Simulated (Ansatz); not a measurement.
Wannier-function calculation of SrCl2

System: SrCl2 (P-3m1, 3 atoms in the cell).
Method: maximally localised Wannier functions of PBE bands, plane waves, PAW, no spin polarisation (Ansatz 0.2.0).

The structure was built on a prototype by a generator. The geometry comes from this level: r2scan-rvv10. It belongs to a series of runs on one base structure; here: cation s and anion p, disentangled. Figures and captions count atoms from 1; the log counts them from 0 in places.

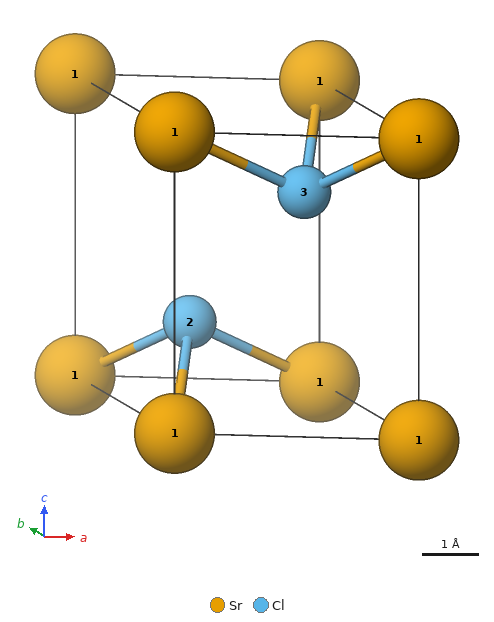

The input geometry (ball-and-stick view of the cell of the calculation, seen slightly off an axis; atoms are numbered from 1 in the order of the input). An atom can appear more than once, as a periodic image.

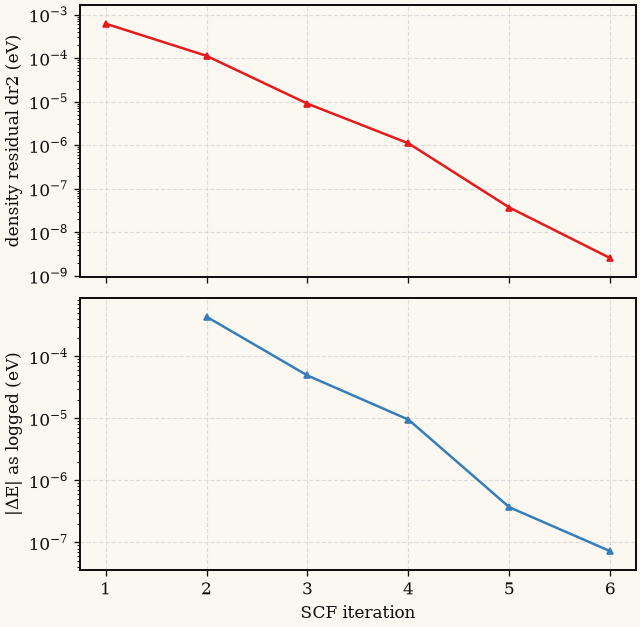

Convergence of the self-consistent field: density residual dr2 and size of the energy change against the SCF iteration. The residual falls at every step.

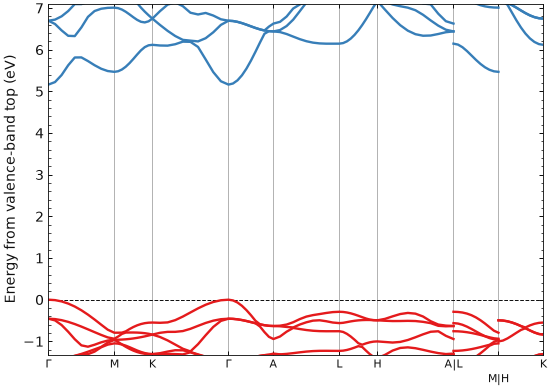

Band structure along Γ–M–K–Γ–A–L–H–A|L–M|H–K, with energies from the valence-band top. There is a gap of 5.16 eV on this path, direct, at Γ.

The input that produced these results follows, with the program's output.

### Input
```yaml
crystal:
  lattice:
    - [4.4072489047, 0.0, 0.0]
    - [-2.2036244524, 3.8167895123, 0.0]
    - [0.0, 0.0, 5.5960649706]
  atoms:
    - { symbol: Sr, position: [0.0, 0.0, 0.0] }
    - { symbol: Cl, position: [0.3333333333, 0.6666666667, 0.2486950243] }
    - { symbol: Cl, position: [0.6666666667, 0.3333333333, 0.7513049757] }
kpoints:
  mp_grid: { grid: [6, 6, 4] }
  band_path:
    path:
      - [[0.0, 0.0, 0.0], [0.5, 5.863736440013e-17, 5.618698607482e-20], [0.3333333333333, 0.3333333333333, 3.745799071655e-20], [0.0, 0.0, 0.0], [-1.699305226257e-36, 1.384576897273e-36, 0.5], [0.5, 5.862864359813e-17, 0.5], [0.3333333333333, 0.3333333333333, 0.5], [-1.699305226257e-36, 1.384576897273e-36, 0.5]]
      - [[0.5, 5.862864359813e-17, 0.5], [0.5, 5.863736440013e-17, 5.618698607482e-20]]
      - [[0.3333333333333, 0.3333333333333, 0.5], [0.3333333333333, 0.3333333333333, 3.745799071655e-20]]
    npoints: 10
hamiltonian:
  xc: pbe
scf:
  occupations: { method: fixed }
  n_extra_bands: 7
output:
  forces: false
  stress: false
  eigenvalues: true
  wannier:
    kmesh: [6, 6, 4]
    projections: [{ species: Sr, l: s, shell: 5 }, { species: Cl, l: p, shell: 3 }]
    minimise: true
    write_hr: true
    conv_tol: 1.0e-08
    max_iter: 3000
    disentanglement: { window: [-8.09, 19.07], frozen_window: [-5.09, 7.87] }
```

### File wannier.win
```
! ansatz wannier90 interface
! projections by site (counted from 0) and shell: 0 5S, 1 3P, 2 3P
! states of the run's bands (counted from 1): 1-31
num_bands = 31
num_wann  = 7
num_iter  = 2000
conv_tol = 1e-8
conv_window = 5
dis_win_min = -8.09
dis_win_max = 19.07
dis_froz_min = -5.09
dis_froz_max = 7.87
dis_num_iter = 10000
guiding_centres = true
shell_list = 2 1
write_hr = true

begin unit_cell_cart
Ang
        4.407248904716546    2.886750687844235e-11                      0.0
       -2.203624452383273       3.8167895122712374                      0.0
                      0.0                      0.0             5.5960649706
end unit_cell_cart

begin atoms_frac
Sr                       0.0                      0.0                      0.0
Cl        0.3333333333333333       0.6666666666666666             0.2486950243
Cl        0.6666666666666666       0.3333333333333333             0.7513049757
end atoms_frac

mp_grid = 6 6 4
```

Command:
```bash
ansatz run input.yaml --threads 4 --pin off --max-ram 3686MiB --backend cpu --events-out ev --progress --plain --runs-dir out
```

### Output
```
scf.n_extra_bands = 7 over 12 filled bands (N_el = 24.0): the run solves 19 bands
Engine: ansatz 0.2.0, aarch64-unknown-linux-gnu
Pseudopotentials: kind: paw
Pseudopotential: Sr, paw, valence charge 10, recommended cutoff 420 eV (normal), Sr.paw.azcp
Pseudopotential: Cl, paw, valence charge 7, recommended cutoff 420 eV (normal), Cl.paw.azcp
Functional definition: PBE
  parameter kappa = 0.804
  parameter beta = 0.06672455060314922
  exchange = pbe_x(kappa = kappa, mu = beta*pi^2/3)
  correlation = pbe_c(beta = beta)
Crystal: 3 atoms, lattice volume = 94.134 Å³
Basis set: ecut = 420 eV, 1825 PW (Γ)
Bands: 19, of which v1, the nominal top of the filled ones, is band 12 counted from 1 (11 counted from 0)
Symmetry: 12 space group operations
Space group: P-3m1 (ITA 164), of the structure as read, at distance tolerance 4.5e-5 Å
k-points: 24 of 144
Non-local potential: Sr, projectors of the file, l = 0: 3, l = 1: 2, l = 2: 2
Non-local potential: Cl, projectors of the file, l = 0: 2, l = 1: 2, l = 2: 2
PAW form: soft (Blöchl's): semilocal exchange-correlation on the pseudo side does not see the compensation charge
PAW one-centre angular grid: Sr, 110 points (default); XC on 64 Gauss nodes
PAW one-centre angular grid: Cl, 110 points (default); XC on 64 Gauss nodes
Initial density: superposition of atomic densities (neutral atoms: chi_scale 0, normalization atom), corrected by the library's trained network
Initial wavefunctions: pseudopotential atomic-orbital guess
Functional: x = pbe(κ = 0.804, μ = 0.2195149727645171), c = pbe(β = 0.06672455060314922)
SCF iter   1: F=—  HF=-5710.544075 eV  |F-HF|=—  |Δ(HF+E_count)|=         —  Δρ=6.46e-4  dr2=6.21e-4  ethr=1.77e-3  ⟨swp⟩=6.7  Hψ=2592  notcnv=0  defer=99
preconditioner: auto → Resta (q_TF=auto, 2.173 Å⁻¹)  ε∞=2.5  [insulator: Δε(μ)=5.160 eV  Ē_g=14.754 eV  n_scr=20 (ndim 8)  ℏωp=18.0 eV  f_vac=0.099  ε∞_Penn≈2.5]
SCF iter   2: F=—  HF=-5710.544513 eV  |F-HF|=—  |Δ(HF+E_count)|=   4.37e-4  Δρ=2.90e-4  dr2=1.13e-4  ethr=2.59e-6  ⟨swp⟩=2.9  Hψ=1097  notcnv=0  defer=116
SCF iter   3: F=—  HF=-5710.544562 eV  |F-HF|=—  |Δ(HF+E_count)|=   4.93e-5  Δρ=8.35e-5  dr2=9.01e-6  ethr=4.69e-7  ⟨swp⟩=2.0  Hψ=600  notcnv=0  defer=115
SCF iter   4: F=—  HF=-5710.544571 eV  |F-HF|=—  |Δ(HF+E_count)|=   9.58e-6  Δρ=2.84e-5  dr2=1.11e-6  ethr=3.76e-8  ⟨swp⟩=2.8  Hψ=684  notcnv=0  defer=81
iter 5 did not close the SCF: its close was put off for the readings that it lacked (scf_convergence_deferred on its scf_iter line)
SCF iter   5: F=-5710.544572 eV  HF=-5710.544572 eV  |F-HF|=6.55e-8  |Δ(HF+E_count)|=   3.70e-7  Δρ=6.42e-6  dr2=3.72e-8  ethr=4.64e-9  ⟨swp⟩=2.0  Hψ=557  notcnv=0  defer=82
SCF iter   6: F=-5710.544572 eV  HF=-5710.544572 eV  |F-HF|=4.57e-9  |Δ(HF+E_count)|=   7.23e-8  Δρ=1.76e-6  dr2=2.56e-9  ethr=1.55e-10  ⟨swp⟩=9.3  Hψ=2725  notcnv=0
SCF 1 converged in 6 iterations: F = -5710.544572 eV  dr2 = 2.56e-9
  greatest PAW one-centre occupation: 0.987 electrons in one spin orbital (limit 2), on the Sr atom at site 0 (counted from 0), in its partial waves of l = 0
NSCF: frozen V_eff on 93 k-points
NSCF: frozen V_eff on 27 k-points
the Wannier pass solved 27 of the 144 points of its mesh, and has the states at the others by symmetry: states obtained by the crystal's operations at points that were solved too leave a residual of 2.17e-13 eV (read by the count's bands and the next), within 1.11e-5 eV
NSCF: frozen V_eff on 27 k-points
the Wannier pass solved 27 of the 144 points of its mesh, and has the states at the others by symmetry: states obtained by the crystal's operations at points that were solved too leave a residual of 2.44e-13 eV (read by the count's bands and the next), within 1.11e-5 eV
NSCF: frozen V_eff on 27 k-points
the Wannier pass solved 27 of the 144 points of its mesh, and has the states at the others by symmetry: states obtained by the crystal's operations at points that were solved too leave a residual of 2.68e-13 eV (read by the count's bands and the next), within 1.11e-5 eV
SCF converged after 6 iterations
Free energy (F): -5710.544572 eV
Harris-Foulkes:  -5710.544572 eV  (|F-HF|=4.57e-9)
Internal energy: -5710.544572 eV  (E = F + TS)
E sigma→0 (E₀):  -5710.544572 eV
Fermi energy:    1.910869 eV
--- Per-component energies (eV) ---
  E_band       = -170.573187
  E_kinetic    = 568.722697
  E_local      = -1312.565174  (includes V_loc(G=0)·N_el)
  E_nonlocal   = 258.998557
  E_hartree    = 378.286199
  E_xc         = -388.924415
  E_vxc        = -407.765960  (∫ρ·V_xc dr)
  E_paw        = -4013.355314  (= ΣΔE_a)
  E_vpaw       = -34.535690  (= ΣTr[D̂ρ^β])
  E_aug_tail   = 0.000179  (compensation charges beyond the density's cutoff)
  E_ewald      = -1201.707301
  E_smearing   = -0.000000  (= −TS)
  E_closure    = 0.000000  (closes the sum)
  Σ components = -5710.544572   (vs F -5710.544572, Δ=0.00e0)
--- Band table (eV; the first three rows and the last of 24) ---
  k-point 0: bands = ["-30.6959", "-12.9731", "-12.6751", "-12.6751", "-11.0125", "-10.2962", "-0.0138", "0.4653", "0.4653", "1.4543", "1.4543", "1.9109", "7.0740", "8.6066", "8.6066", "9.3381", "9.4760", "10.1968", "10.1968"]
  k-point 1: bands = ["-30.6959", "-12.9855", "-12.6749", "-12.6749", "-10.9401", "-10.3624", "0.1922", "0.5230", "0.5230", "1.3727", "1.3727", "1.5380", "7.6491", "8.4723", "8.4723", "9.2813", "9.7625", "10.4211", "10.4211"]
  k-point 2: bands = ["-30.6959", "-12.9975", "-12.6748", "-12.6748", "-10.8462", "-10.4504", "0.5934", "0.5934", "0.6171", "0.9665", "1.2788", "1.2788", "8.3507", "8.3507", "8.5383", "9.1498", "9.7753", "10.6966", "10.6966"]
  k-point 23: bands = ["-30.6857", "-12.9686", "-12.9686", "-12.7690", "-10.4877", "-10.4877", "0.2871", "0.2871", "0.5093", "0.9093", "1.4161", "1.4161", "9.0790", "9.0790", "9.2111", "10.5646", "10.6919", "10.6919", "11.8599"]
Wannier search: line search 1 of at most 3000: gauge-dependent spread (as the search counts it) 0.6736657 Å², largest recent change 1.0e0 Å² and fall left 4.5e-3 Å² against conv_tol 1.0e-8 Å², 0 stops escaped
```

### File wannier.spreads.toml
```
omega_i_ang2 = 18.300218589002164
omega_d_ang2 = 0.0017885003190705622
omega_od_ang2 = 0.6609545498909003
omega_total_ang2 = 18.962961639212136
least_projectability = 0.018768246651390538
b_vectors_match_mmn = true
n_iter = 30
converged = true
rejected_fitted_steps = 0
dis_converged = true
dis_n_iter = 179
dis_n_moved = 0
dis_level_miss = 0.008826149490067691

[[wannier]]
r = [2.214133263216852, 1.2661980315774655, 4.256515585202868]
spread = 1.4487985148124416

[[wannier]]
r = [-0.010513699490310661, 2.550593312557902, 1.339548604231399]
spread = 1.4488005828066477

[[wannier]]
r = [0.015798071642681197, 2.5592688083405424, 1.3057835723534814]
spread = 1.5385665618989748

[[wannier]]
r = [-0.004871665348252247, 2.5234787846910707, 1.3057832587120066]
spread = 1.5385674754880085

[[wannier]]
r = [2.1878309812111842, 1.2575213517436619, 4.290281790999491]
spread = 1.5385675245365924

[[wannier]]
r = [2.2084965082341155, 1.2933082404106577, 4.29028205744665]
spread = 1.5385685872203645

[[wannier]]
r = [-0.00000002853620007289303, 0.00000009926142843739148, 0.000000008544387151777385]
spread = 9.911092392448914

[[curvature_check]]
after_line_search = 11
omega_tilde_before_ang2 = 0.6627982513687874
krylov_steps = 42
lowest_ritz_value_ang2 = -0.0007301853260550229
residual_ang2 = 1.559627100106098e-20
settled = true
first_negative_step = 5
curvature_along_ang2 = -0.0007286350457250987
angle_rad = 0.23231368153410267
omega_tilde_after_ang2 = 0.6627753125891179
outcome = "escaped"

[[curvature_check]]
after_line_search = 30
omega_tilde_before_ang2 = 0.6627430502099708
krylov_steps = 29
lowest_ritz_value_ang2 = 0.0008613989211504981
residual_ang2 = 2.046545279628094e-12
settled = true
outcome = "no-negative-curvature"
```

### Key numbers

| quantity | value |
| --- | --- |
| outcome | converged |
| space group (tolerance 0.01 Å) | P-3m1 (164) |
| electrons treated | 24 |
| free energy | −5710.5446 eV |
| total spread of the Wannier functions | 18.963 Å² |
| Fermi energy | 1.911 eV |
| gap on the k-point mesh | 5.16 eV |
| hardware | 4 threads of Arm Neoverse V2, 24 GiB of memory available, shared host |
| wall time | 8.1 s (CPU time 30 s) |
| peak memory | 0.43 GiB |
